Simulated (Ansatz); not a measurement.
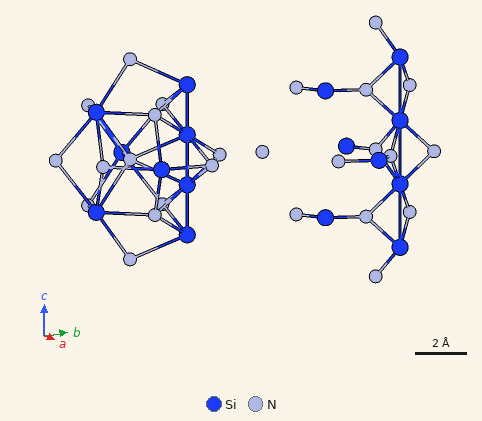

Two geometries of a crystal of Si$_{2}$N$_{3}$ (a generated structure, set up in P6_3/m) (coarse preliminary run), drawn at one scale. One is the start of a relaxation, the other its converged end. A ball-and-stick model of the atoms within 4.2 Å of the atom that moves most (axes of the cell of the calculation), seen slightly off an axis.

Computed with Ansatz 0.2.0, DFT PBE, scalar-relativistic, plane waves, PAW. Settings: plane-wave cutoff 420 eV; k-point mesh 3 × 3 × 4; occupations gaussian; smearing width 0.1 eV; collinear spin; cell and atoms relaxed; force threshold 0.04 eV/Å; at most 70 steps.

Q: Which one is relaxed?

A: The right one is the relaxed one. The largest moves relative to the cell, 1.23 Å, are those of N atoms. Si stays in place. The drawn cell changes as follows: a = b 6.430 → 5.272 Å (−18.0 %), c 3.984 → 5.053 Å (+26.8 %); the volume changes by −14.7 %. Among the contacts that change: N–Si 2.632 → 3.654 Å, N–Si 2.510 → 1.656 Å, N–Si 2.479 → 1.877 Å, Si–Si 1.992 → 2.526 Å. The space group (tolerance 0.01 Å) goes from P6_3/m (No. 176) to P6_3/mmc (No. 194). The energy falls by 26.055 eV per cell of the calculation in 15 accepted moves (18 points after the start). The largest force component goes from 1.3 to 0.016 eV/Å. The pressure goes from −23.11 to 0.16 GPa. The line search rejected the trial step at point 13 of the run. The SCF was repeated twice at an unchanged geometry on a basis and grid sized afresh for the cell, which shifted the energy by 0.334 eV per cell of the calculation at most. The program noted that the starting moments weren't kept.

Limits of the set-up: the k-point mesh is coarse for a cell with partly filled bands.
